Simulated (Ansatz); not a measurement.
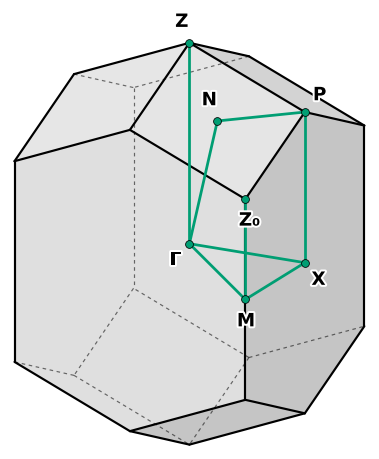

For GaSb, the input geometry of an electronic-structure calculation (not necessarily at equilibrium): the figure shows the first Brillouin zone with its special points and a band path. Symmetry computed with spglib at a tolerance of 0.002 Å; standard conventional cell.

Labels and path follow the convention of Hinuma et al. (2017), as computed by seekpath.

Name the Bravais lattice of the crystal.

Answer. A body-centred tetragonal lattice (tI; extended symbol tI1). The zone is an elongated dodecahedron in its combinatorial type: 12 faces (8 with 4 edges, 4 with 6 edges), 28 edges, 18 vertices.

Write the standard path through the labelled points.

Answer. Γ–X–M–Γ–Z | Z₀–M | X–P–N–Γ
